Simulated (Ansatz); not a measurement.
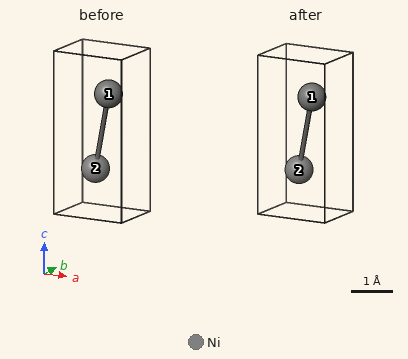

The structure of crystalline Ni (set up in P6_3/mmc) before (left) and after (right) a relaxation, at one scale.

A ball-and-stick model of the cell of the calculation, seen slightly off an axis.

The run lets cell and atoms move.

Theory: Kohn-Sham DFT of a periodic cell, LDA, Ansatz PAW (Ansatz).

The input:
```yaml
crystal:
  lattice:
    - [2.4480228978, 0.0, 0.0]
    - [-1.2240114489, 2.1200500186, 0.0]
    - [0.0, 0.0, 4.07280757]
  atoms:
    - { symbol: Ni, position: [0.6666666667, 0.3333333333, 0.75], spin: 1.0 }
    - { symbol: Ni, position: [0.3333333333, 0.6666666667, 0.25], spin: 1.0 }
hamiltonian:
  xc: lda
  pseudopotentials: { kind: paw }
magnetization:
  spin_polarized: true
kpoints:
  mp_grid: { grid: [12, 12, 7] }
scf:
  occupations: { method: fermi_dirac, width: 0.05 }
output:
  forces: true
  stress: true
  eigenvalues: true
  write_density: true
  write_potential: true
  elf: true
  volumetric_format: npy
relax:
  f_tol: 0.01
  max_steps: 40
  cell: { stress_tol: 0.05 }
```

Command:
```bash
ansatz run input.yaml --threads 2 --pin off --max-ram 5632MiB --backend cpu --events-out ev --progress --plain --runs-dir out
```

**Describe what moved and what it gained.**

Over 4 accepted moves (5 points after the start) the energy falls by 19.3 meV per atom. All forces vanish by symmetry, so only the cell relaxes. Pressure: −10.88 GPa at the start and −0.02 GPa at the end. At 1 point the geometry stayed and the basis and grid were re-selected for the new cell (energy shift of 0.3 meV per atom at most each time). The atoms keep their places relative to the cell (all moves are under 0.005 Å). The volume changes by −4.8 %, with a = b 2.448 → 2.421 Å (−1.1 %), c 4.073 → 3.967 Å (−2.6 %). Near-neighbour distances that change, for instance: Ni1–Ni2 2.479 → 2.426 Å, Ni1–Ni1 2.448 → 2.421 Å. The space group stays P6_3/mmc (No. 194). The run took 6 s on 2 threads of AMD EPYC 9R45 96-Core Processor (Zen 5), with other jobs on the host, peak memory 0.41 GiB.

Limits of the set-up: only the magnetic order of this start and cell was tried (total moment 1.2 μB per cell).
